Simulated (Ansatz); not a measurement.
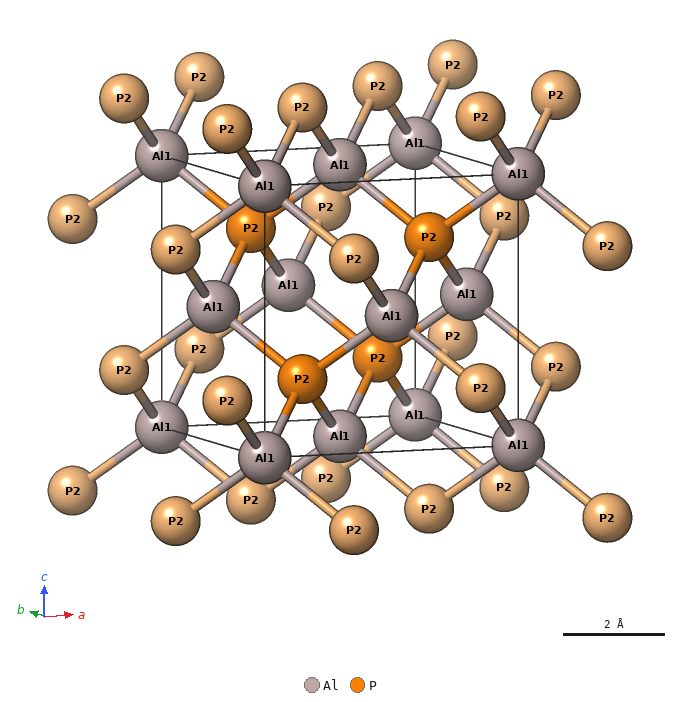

**Figure 1.** The input geometry (ball-and-stick view of the cell 4 times as large as that of the calculation, set on its symmetry axes, seen slightly off an axis; neighbours outside the cell are drawn fainter; atoms are numbered from 1 in the order of the input). An atom can appear more than once, as a periodic image. Near neighbours in the periodic cell (some may lie outside the picture): Al has 4 P at 2.36 Å; P has 4 Al at 2.36 Å.

# Geometry relaxation, with input and output: AlP

- system: AlP (F-43m, 2 atoms in the cell)
- method: DFT PBE, scalar-relativistic, plane waves, PAW, no spin polarisation (Ansatz 0.2.0)

The structure derives from an entry of the Crystallography Open Database. Figures and captions count atoms from 1; the log counts them from 0 in places.

Output:
```
Engine: ansatz 0.2.0, x86_64-unknown-linux-gnu
Pseudopotentials: kind: paw
Pseudopotential: Al, paw, valence charge 3, recommended cutoff 420 eV (normal), Al.paw.azcp
Pseudopotential: P, paw, valence charge 5, recommended cutoff 420 eV (normal), P.paw.azcp
Functional definition: PBE
  parameter kappa = 0.804
  parameter beta = 0.06672455060314922
  exchange = pbe_x(kappa = kappa, mu = beta*pi^2/3)
  correlation = pbe_c(beta = beta)
Crystal: 2 atoms, lattice volume = 40.492 Å³
Basis set: ecut = 420 eV, 749 PW (Γ), exchange–correlation on 54×54×54 points (8 copies of the dense FFT grid, shifted against one another)
Bands: 8, of which v1, the nominal top of the filled ones, is band 4 counted from 1 (3 counted from 0)
Symmetry: 24 space group operations
Space group: F-43m (ITA 216), of the structure as read, at distance tolerance 3.4e-5 Å
k-points: 29 of 512 (time reversal used)
Non-local potential: Al, projectors of the file, l = 0: 2, l = 1: 2, l = 2: 1
Non-local potential: P, projectors of the file, l = 0: 2, l = 1: 2, l = 2: 2
PAW form: soft (Blöchl's): semilocal exchange-correlation on the pseudo side does not see the compensation charge
PAW one-centre angular grid: Al, 110 points (default); XC on 64 Gauss nodes
PAW one-centre angular grid: P, 110 points (default); XC on 64 Gauss nodes
Initial density: superposition of atomic densities (neutral atoms: chi_scale 0, normalization atom), corrected by the library's trained network
Initial wavefunctions: pseudopotential atomic-orbital guess
Functional: x = pbe(κ = 0.804, μ = 0.2195149727645171), c = pbe(β = 0.06672455060314922)
SCF iter   1: F=—  HF=-1294.432697 eV  |F-HF|=—  |Δ(HF+E_count)|=         —  Δρ=1.22e-3  dr2=9.77e-4  ethr=1.77e-3  ⟨swp⟩=6.3  Hψ=2239  notcnv=0
preconditioner: auto → none  [insulator: Δε(μ)=1.557 eV  Ē_g=9.995 eV  σ=0.020 eV  W_gap=1.00  n_scr=8 (ndim 8)  ℏωp=16.5 eV  f_vac=0.000  D(μ)=0.00/eV (n_scr^D=0)  ε∞_Penn≈3.7]
SCF iter   2: F=—  HF=-1294.432578 eV  |F-HF|=—  |Δ(HF+E_count)|=   1.19e-4  Δρ=3.67e-4  dr2=4.09e-5  ethr=1.22e-5  ⟨swp⟩=2.1  Hψ=668  notcnv=0
SCF iter   3: F=—  HF=-1294.432638 eV  |F-HF|=—  |Δ(HF+E_count)|=   6.04e-5  Δρ=1.51e-4  dr2=5.74e-6  ethr=5.11e-7  ⟨swp⟩=2.3  Hψ=346  notcnv=0
SCF iter   4: F=—  HF=-1294.432648 eV  |F-HF|=—  |Δ(HF+E_count)|=   9.95e-6  Δρ=1.47e-5  dr2=1.36e-7  ethr=7.17e-8  ⟨swp⟩=2.5  Hψ=349  notcnv=0
iter 5 did not close the SCF: its close was put off for the readings that it lacked (scf_convergence_deferred on its scf_iter line)
SCF iter   5: F=-1294.432648 eV  HF=-1294.432648 eV  |F-HF|=6.07e-10  |Δ(HF+E_count)|=   4.06e-8  Δρ=2.68e-6  dr2=3.10e-9  ethr=1.70e-9  ⟨swp⟩=2.4  Hψ=363  notcnv=0
SCF iter   6: F=-1294.432648 eV  HF=-1294.432648 eV  |F-HF|=2.45e-10  |Δ(HF+E_count)|=   1.63e-9  Δρ=9.42e-7  dr2=5.05e-10  ethr=3.88e-11  ⟨swp⟩=6.7  Hψ=1655  notcnv=0
SCF 1 converged in 6 iterations: F = -1294.432648 eV  dr2 = 5.05e-10
  greatest PAW one-centre occupation: 0.781 electrons in one spin orbital (limit 2), on the P atom at site 1 (counted from 0), in its partial waves of l = 0
relax step   1: F+E_penalty+E_count = -1294.43264841 eV  Δ(F+E_penalty+E_count) = +0.000e0 eV  max|allowed force component| = 1.758e-16 eV/Å  Δτ_max = 0.0000 Å  P = +2.742 GPa  Ω = 40.492 Å³  (6 SCF iters, dr2 threshold 1.00e-7 eV, accepted)
Crystal: 2 atoms, lattice volume = 41.426 Å³
Basis set: ecut = 420 eV, 869 PW (Γ), exchange–correlation on 54×54×54 points (8 copies of the dense FFT grid, shifted against one another)
Initial density: handed on by an earlier stage of this run
Initial wavefunctions: those handed on with the density
iter 1 solved again at ethr=1.32e-5 eV; its pass at ethr=3.10e-3 eV (dr2=1.06e-3 eV) is discarded
SCF iter   1: F=—  HF=-1294.442653 eV  |F-HF|=—  |Δ(HF+E_count)|=         —  Δρ=1.23e-3  dr2=1.05e-3  ethr=1.32e-5  ⟨swp⟩=2.2  Hψ=2353  notcnv=0
preconditioner: auto → none  [insulator: Δε(μ)=1.602 eV  Ē_g=9.886 eV  σ=0.020 eV  W_gap=1.00  n_scr=8 (ndim 8)  ℏωp=16.3 eV  f_vac=0.000  D(μ)=0.00/eV (n_scr^D=0)  ε∞_Penn≈3.7]
SCF iter   2: F=—  HF=-1294.442360 eV  |F-HF|=—  |Δ(HF+E_count)|=   2.93e-4  Δρ=4.52e-4  dr2=9.42e-5  ethr=1.32e-5  ⟨swp⟩=2.2  Hψ=352  notcnv=0
SCF iter   3: F=—  HF=-1294.442347 eV  |F-HF|=—  |Δ(HF+E_count)|=   1.32e-5  Δρ=1.28e-4  dr2=9.00e-6  ethr=1.18e-6  ⟨swp⟩=2.0  Hψ=321  notcnv=0
SCF iter   4: F=—  HF=-1294.442348 eV  |F-HF|=—  |Δ(HF+E_count)|=   9.55e-7  Δρ=2.79e-5  dr2=2.33e-7  ethr=1.12e-7  ⟨swp⟩=2.6  Hψ=357  notcnv=0
SCF iter   5: F=-1294.442348 eV  HF=-1294.442348 eV  |F-HF|=1.99e-9  |Δ(HF+E_count)|=   2.39e-7  Δρ=1.72e-6  dr2=1.40e-9  ethr=2.50e-9  ⟨swp⟩=10.6  Hψ=1796  notcnv=0
SCF 2 converged in 5 iterations: F = -1294.442348 eV  dr2 = 1.40e-9
  greatest PAW one-centre occupation: 0.780 electrons in one spin orbital (limit 2), on the P atom at site 1 (counted from 0), in its partial waves of l = 0
relax step   2: F+E_penalty+E_count = -1294.44234796 eV  Δ(F+E_penalty+E_count) = -9.700e-3 eV  max|allowed force component| = 2.429e-17 eV/Å  Δτ_max = 0.0000 Å  P = +0.688 GPa  Ω = 41.426 Å³  energy of the carried Pulay correction = -1.844e-4 eV  (5 SCF iters, dr2 threshold 2.00e-7 eV, accepted)
Crystal: 2 atoms, lattice volume = 41.748 Å³
iter 1 solved again at ethr=1.49e-6 eV; its pass at ethr=3.10e-3 eV (dr2=1.19e-4 eV) is discarded
SCF iter   1: F=—  HF=-1294.443041 eV  |F-HF|=—  |Δ(HF+E_count)|=         —  Δρ=4.12e-4  dr2=1.19e-4  ethr=1.49e-6  ⟨swp⟩=2.2  Hψ=2226  notcnv=0
preconditioner: auto → none  [insulator: Δε(μ)=1.626 eV  Ē_g=9.853 eV  σ=0.020 eV  W_gap=1.00  n_scr=8 (ndim 8)  ℏωp=16.3 eV  f_vac=0.000  D(μ)=0.00/eV (n_scr^D=0)  ε∞_Penn≈3.7]
SCF iter   2: F=—  HF=-1294.443007 eV  |F-HF|=—  |Δ(HF+E_count)|=   3.43e-5  Δρ=1.52e-4  dr2=1.08e-5  ethr=1.49e-6  ⟨swp⟩=2.1  Hψ=346  notcnv=0
SCF iter   3: F=—  HF=-1294.443005 eV  |F-HF|=—  |Δ(HF+E_count)|=   1.58e-6  Δρ=4.33e-5  dr2=1.06e-6  ethr=1.36e-7  ⟨swp⟩=2.1  Hψ=323  notcnv=0
SCF iter   4: F=-1294.443005 eV  HF=-1294.443005 eV  |F-HF|=2.40e-8  |Δ(HF+E_count)|=   1.08e-7  Δρ=9.57e-6  dr2=2.77e-8  ethr=2.50e-9  ⟨swp⟩=11.0  Hψ=1836  notcnv=0
SCF 3 converged in 4 iterations: F = -1294.443005 eV  dr2 = 2.77e-8
relax step   3: F+E_penalty+E_count = -1294.44300516 eV  Δ(F+E_penalty+E_count) = -6.572e-4 eV  max|allowed force component| = 6.823e-17 eV/Å  Δτ_max = 0.0000 Å  P = +0.031 GPa  Ω = 41.748 Å³  energy of the carried Pulay correction = -2.471e-4 eV  (4 SCF iters, dr2 threshold 2.00e-7 eV, accepted)
Initial wavefunctions: pseudopotential atomic-orbital guess (no wavefunctions were taken with the density)
iter 1 solved again at ethr=1.23e-7 eV; its pass at ethr=3.10e-3 eV (dr2=9.86e-6 eV) is discarded
SCF iter   1: F=—  HF=-1294.443299 eV  |F-HF|=—  |Δ(HF+E_count)|=         —  Δρ=2.43e-5  dr2=5.80e-8  ethr=1.23e-7  ⟨swp⟩=3.2  Hψ=3010  notcnv=0
preconditioner: auto → none  [insulator: Δε(μ)=1.631 eV  Ē_g=9.855 eV  σ=0.020 eV  W_gap=1.00  n_scr=8 (ndim 8)  ℏωp=16.3 eV  f_vac=0.000  D(μ)=0.00/eV (n_scr^D=0)  ε∞_Penn≈3.7]
SCF iter   2: F=—  HF=-1294.443299 eV  |F-HF|=—  |Δ(HF+E_count)|=   6.98e-7  Δρ=1.27e-5  dr2=1.44e-8  ethr=7.25e-10  ⟨swp⟩=2.4  Hψ=369  notcnv=0
SCF iter   3: F=—  HF=-1294.443299 eV  |F-HF|=—  |Δ(HF+E_count)|=   1.69e-7  Δρ=2.95e-6  dr2=1.95e-9  ethr=1.79e-10  ⟨swp⟩=2.0  Hψ=352  notcnv=0
SCF iter   4: F=—  HF=-1294.443299 eV  |F-HF|=—  |Δ(HF+E_count)|=   8.87e-9  Δρ=3.42e-7  dr2=2.47e-11  ethr=2.43e-11  ⟨swp⟩=2.0  Hψ=352  notcnv=0
SCF iter   5: F=-1294.443299 eV  HF=-1294.443299 eV  |F-HF|=1.00e-11  |Δ(HF+E_count)|=  8.57e-11  Δρ=1.21e-7  dr2=2.49e-12  ethr=1.00e-12  ⟨swp⟩=6.8  Hψ=1186  notcnv=0
SCF 4 converged in 5 iterations: F = -1294.443299 eV  dr2 = 2.49e-12
relax step   4: F+E_penalty+E_count = -1294.44329872 eV  Δ(F+E_penalty+E_count) = -2.936e-4 eV  max|allowed force component| = 4.973e-17 eV/Å  Δτ_max = 0.0000 Å  P = +0.044 GPa  Ω = 41.748 Å³  stress off target by 4.39e-2 GPa  SCF on the basis re-selected at this cell (its energy is not comparable with the rows above)  (5 SCF iters)
```

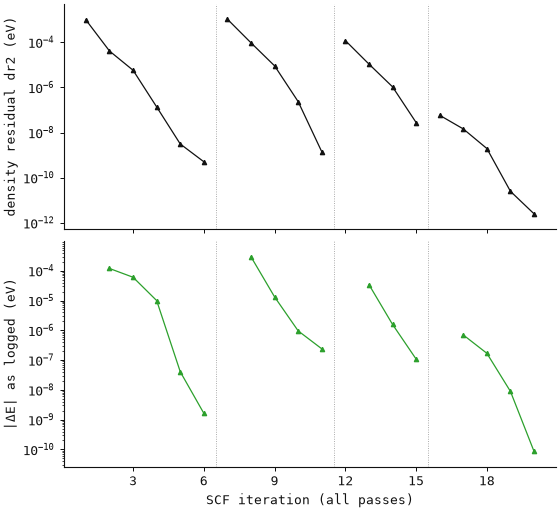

**Figure 2.** Convergence of the self-consistent field: density residual dr2 and size of the energy change against the SCF iteration. The dotted lines part the SCF passes of the relaxation: geometry steps, rejected trials and re-solves on a re-selected basis. The passes take 6, 5, 4 and 5 iterations.

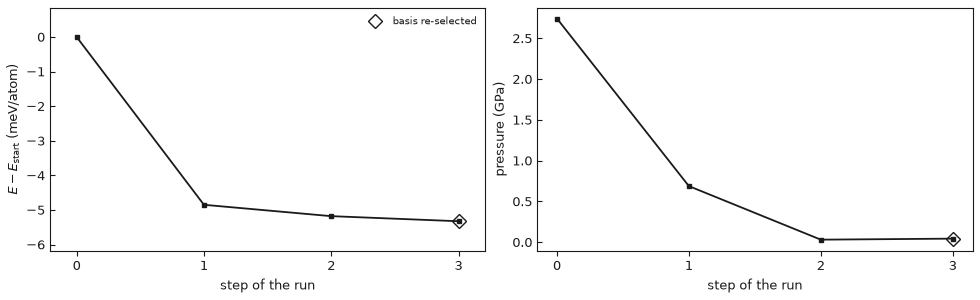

**Figure 3.** Progress of the relaxation, step by step (the first geometry is step 0 here and step 1 in the log).

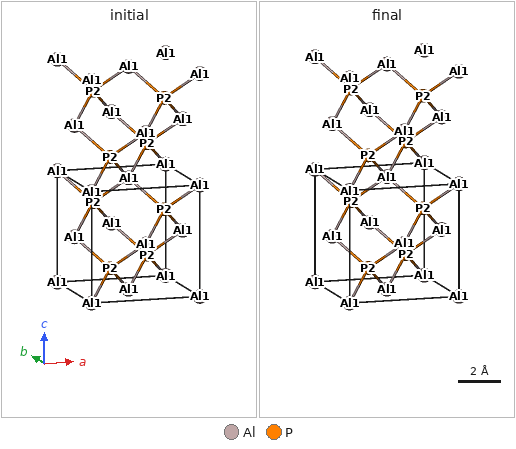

**Figure 4.** Before (left) and after (right) the relaxation, at one scale (ball-and-stick view of the cell 4 times as large as that of the calculation, set on its symmetry axes, repeated 1 × 1 × 2, seen slightly off an axis). Over 2 geometry steps the energy falls by 5.2 meV per atom. All forces vanish by symmetry, so only the cell relaxes. Pressure: 2.74 GPa at the start and 0.04 GPa at the end. No atom moves by more than 0.005 Å relative to the cell. Cell: a = b = c 5.451 → 5.507 Å (+1.0 %). Volume +3.1 %. Among the contacts that change: Al1–P2 2.360 → 2.385 Å. The space group stays F-43m (No. 216). A last SCF at the same geometry on a re-selected plane-wave basis shifts the energy by −0.1 meV per atom. (Atoms are counted from 1 in the order of the input.)

```
basis re-selected at this cell: Δ(F+E_penalty+E_count) = -2.936e-4 eV, ΔP = +0.013 GPa vs the last step (what re-selecting the basis moved, of the pressure what is left beyond the Pulay correction that the steps carried, after the strain that the cell walked since its last selection, with what the two solves' SCF thresholds leave and, on support functions, any second-order correction that the steps lacked; it is no measure of the basis error at this ecutwfc). This SCF's stress stands 4.39e-2 GPa from its target on what of the cell is left free (relax.cell.stress_tol is 5.00e-2 GPa) and its largest allowed force component is 4.97e-17 eV/Å (relax.f_tol is 5.00e-3 eV/Å): within both
SCF converged after 5 iterations
Free energy (F): -1294.443299 eV
Harris-Foulkes:  -1294.443299 eV  (|F-HF|=1.00e-11)
Internal energy: -1294.443299 eV  (E = F + TS)
E sigma→0 (E₀):  -1294.443299 eV
Fermi energy:    5.616746 eV
--- Per-component energies (eV) ---
  E_band       = 3.373885
  E_kinetic    = 93.127262
  E_local      = -84.095706  (includes V_loc(G=0)·N_el)
  E_nonlocal   = 44.434850
  E_hartree    = 25.455955
  E_xc         = -101.261567
  E_vxc        = -89.700649  (∫ρ·V_xc dr)
  E_paw        = -1036.838561  (= ΣΔE_a)
  E_vpaw       = -11.303790  (= ΣTr[D̂ρ^β])
  E_aug_tail   = 0.000001  (compensation charges beyond the density's cutoff)
  E_ewald      = -235.265533
  E_smearing   = -0.000000  (= −TS)
  E_closure    = 0.000000  (closes the sum)
  Σ components = -1294.443299   (vs F -1294.443299, Δ=0.00e0)
--- Forces (eV/Å), atoms counted from 1 ---
  atom   1  Al    -0.00000000     0.00000000     0.00000000
  atom   2  P      0.00000000    -0.00000000    -0.00000000
  max |Σ_I F_I| component: 4.63e-17 eV/Å
--- Stress (GPa, compression-positive) ---
        0.043867      -0.000000      -0.000000
       -0.000000       0.043867       0.000000
        0.000000       0.000000       0.043867
  P = ⅓ Tr σ = 0.0439 GPa (0.439 kbar)
--- Band table (eV; the first three rows and the last of 29) ---
  k-point 0: bands = ["-6.5537", "4.8012", "4.8012", "4.8012", "7.8908", "9.3284", "9.3284", "9.3284"]
  k-point 1: bands = ["-6.3865", "3.5876", "4.6571", "4.6571", "8.3641", "9.6041", "9.6041", "9.7917"]
  k-point 2: bands = ["-5.9170", "1.6764", "4.3697", "4.3697", "8.0282", "9.9116", "9.9116", "11.5724"]
  k-point 28: bands = ["-4.2564", "-0.0481", "1.7288", "2.0766", "9.1177", "10.6137", "10.9232", "11.0936"]
--- Relaxed structure (3 steps of the walk, 3 accepted, 1 SCFs on fresh bases) ---
  F+E_penalty+E_count = -1294.44329872 eV   max|allowed force component| = 4.973e-17 eV/Å   (the final SCF, on the basis selected at the relaxed cell)
  cell:  # Å, volume = 41.7482 Å³
    - [7.133520846053823e-34, 2.7534005752099775, 2.7534005752099775]
    - [2.7534005752099775, 1.7579033513489788e-33, 2.7534005752099775]
    - [2.7534005752099775, 2.7534005752099775, 4.280112507632296e-33]
  atoms:
    - { symbol: Al, position: [3.669342312102662e-34, -7.025852029893661e-34, -7.5779095492671804e-34] }
    - { symbol: P, position: [0.7499999999999999, 0.7499999999999999, 0.7499999999999999] }
```

Trajectory as extended XYZ (Å, eV, eV/Å), 4 frames, from step=1 to step=4:
```
2
Lattice="0.0000 2.7255 2.7255 2.7255 0.0000 2.7255 2.7255 2.7255 0.0000" Properties=species:S:1:pos:R:3:forces:R:3 step=1 energy=-1294.43265 pressure_GPa=2.74
Al    0.0000    0.0000    0.0000    0.0000   0.0000   0.0000
P     4.0883    4.0883    4.0883    0.0000   0.0000   0.0000
2
Lattice="0.0000 2.7463 2.7463 2.7463 0.0000 2.7463 2.7463 2.7463 0.0000" Properties=species:S:1:pos:R:3:forces:R:3 step=2 energy=-1294.44235 pressure_GPa=0.69
Al    0.0000    0.0000    0.0000    0.0000   0.0000   0.0000
P     4.1194    4.1194    4.1194    0.0000   0.0000   0.0000
2
Lattice="0.0000 2.7534 2.7534 2.7534 0.0000 2.7534 2.7534 2.7534 0.0000" Properties=species:S:1:pos:R:3:forces:R:3 step=3 energy=-1294.44301 pressure_GPa=0.03
Al    0.0000    0.0000    0.0000    0.0000   0.0000   0.0000
P     4.1301    4.1301    4.1301    0.0000   0.0000   0.0000
2
Lattice="0.0000 2.7534 2.7534 2.7534 0.0000 2.7534 2.7534 2.7534 0.0000" Properties=species:S:1:pos:R:3:forces:R:3 step=4 energy=-1294.44330 pressure_GPa=0.04
Al    0.0000    0.0000    0.0000    0.0000   0.0000   0.0000
P     4.1301    4.1301    4.1301    0.0000   0.0000   0.0000
```

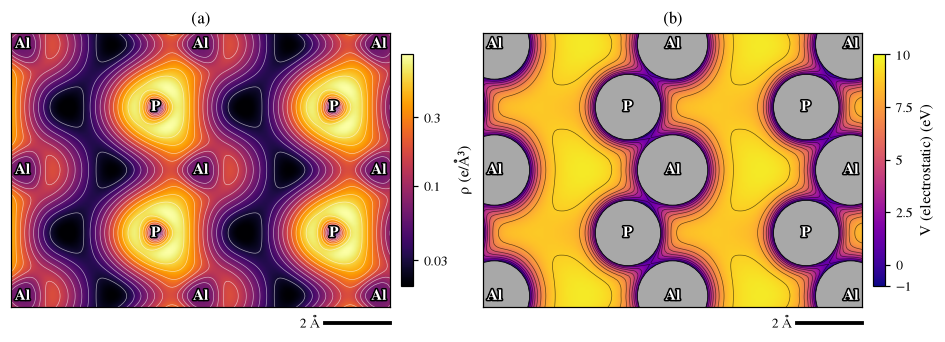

**Figure 5.** (a) valence electron density; (b) electrostatic potential energy of an electron on the (110) plane of the conventional cell. Grey discs, where drawn, cover atomic cores. Atoms in the plane: Al and P. Al–P (2.38 Å): ρ is about 0.51 e/Å³ halfway. Away from the nuclei the density in this plane falls to 0.02 e/Å³ at its lowest. Outside the cores the potential energy rises away from the atoms and is highest about 2.4 Å from the nearest atoms; outside the discs it spans about 10 eV, and its zero is arbitrary. In a PAW calculation such maps are meaningful between the atoms, not at the nuclei.

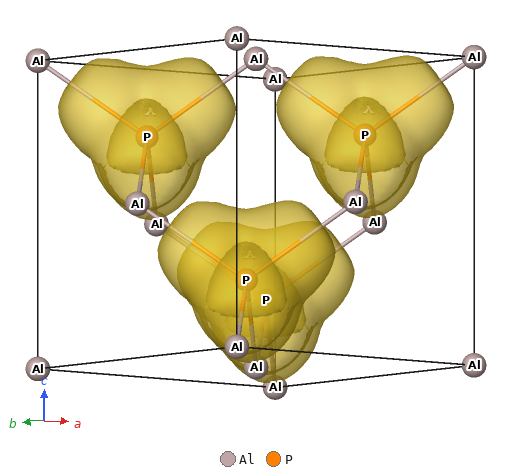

**Figure 6.** Isosurface of the electron localisation function at 0.7 (yellow), seen at an oblique angle. Only the valence region is drawn (cores and ρ < 0.01 e/Å³ removed). Sticks mark near contacts. The outline is the cell set on symmetry axes. Along the contacts the grid gives the following. Al–P (2.38 Å): the ELF peaks at about 0.95 between the atoms (localised, shared-pair bonding).

The run was set up as follows.

Input:
```yaml
crystal:
  lattice:
    - [0.0, 2.7255, 2.7255]
    - [2.7255, 0.0, 2.7255]
    - [2.7255, 2.7255, 0.0]
  atoms:
    - { symbol: Al, position: [0.0, 0.0, 0.0] }
    - { symbol: P, position: [0.75, 0.75, 0.75] }
basis:
  ecutwfc: 420
kpoints:
  mp_grid: { grid: [8, 8, 8] }
hamiltonian:
  xc: pbe
scf:
  occupations: { method: gaussian, width: 0.02 }
output:
  forces: true
  stress: true
  eigenvalues: true
  write_density: true
  write_potential: true
  elf: true
  volumetric_format: npy
relax:
  adjacent_minimum: "off"
  f_tol: 0.005
  max_steps: 80
  cell: { stress_tol: 0.05 }
```

Launched with:
```bash
ansatz run input.yaml --threads 1 --pin off --max-ram 2560MiB --backend cpu --events-out ev --progress --plain --runs-dir out
```

Summary:

```csv
quantity,value
outcome,converged
space group (tolerance 0.01 Å),F-43m (216)
electrons treated,8
free energy,−1294.4433 eV
Fermi energy,5.617 eV
gap on the k-point mesh,1.63 eV
pressure,0.04 GPa
final volume,41.75 Å³
largest force (length of the vector) at the end,under 0.001 eV/Å
final cell,"a = 3.894 Å, b = 3.894 Å, c = 3.894 Å, α = 60.00°, β = 60.00°, γ = 60.00°"
hardware,"1 thread of Oxide Virtual Turin-like (Zen 5), 32 GiB of memory available, shared host"
wall time,2.2 s
peak memory,0.35 GiB
```
